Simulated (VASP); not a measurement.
```cif
data_structure
_symmetry_space_group_name_H-M 'P 1'
_symmetry_Int_Tables_number 1
_cell_length_a 4.4290
_cell_length_b 4.4290
_cell_length_c 16.7275
_cell_angle_alpha 90.000
_cell_angle_beta 90.000
_cell_angle_gamma 90.000
_cell_volume 328.13
loop_
_atom_site_label
_atom_site_type_symbol
_atom_site_fract_x
_atom_site_fract_y
_atom_site_fract_z
_atom_site_occupancy
I1 I 0.00000 0.00000 0.00000 1
I2 I 0.50000 0.50000 0.50000 1
I3 I 0.00000 0.50000 0.25000 1
I4 I 0.50000 0.00000 0.75000 1
Na1 Na 0.00000 0.00000 0.50000 1
Na2 Na 0.50000 0.50000 0.00000 1
Na3 Na 0.50000 0.00000 0.25000 1
Na4 Na 0.00000 0.50000 0.75000 1
```

Space group I4₁/amd; a structure from a database of computed crystals, not necessarily the ambient phase.

The calculation used VASP, Kohn-Sham DFT of a periodic cell, LDA, VASP PAW LDA potentials, recommended.

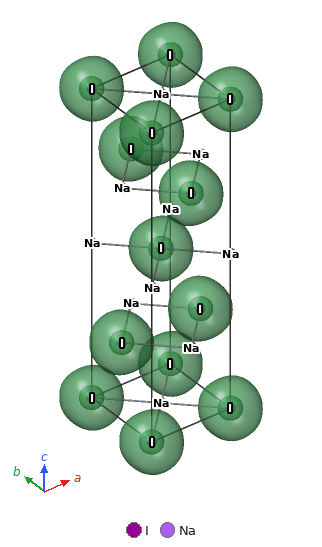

NaI. Isosurface of the electron localisation function at 0.8 (green), seen at an oblique angle. Core shells and regions of very low density are left out. Sticks mark near contacts.

Core electrons are frozen (PAW), and the valence fields are smoothed inside the atomic spheres.

Question: What do the ELF domains correspond to?

Answer: The surface consists of four regions wrapped around I (the valence shell of each), counted in one cell of 8 atoms. Regions shared between cells count once. Profiles from the grid: Na–I (3.13 Å): the ELF is about 0.70 at the midpoint; a largely ionic contact.
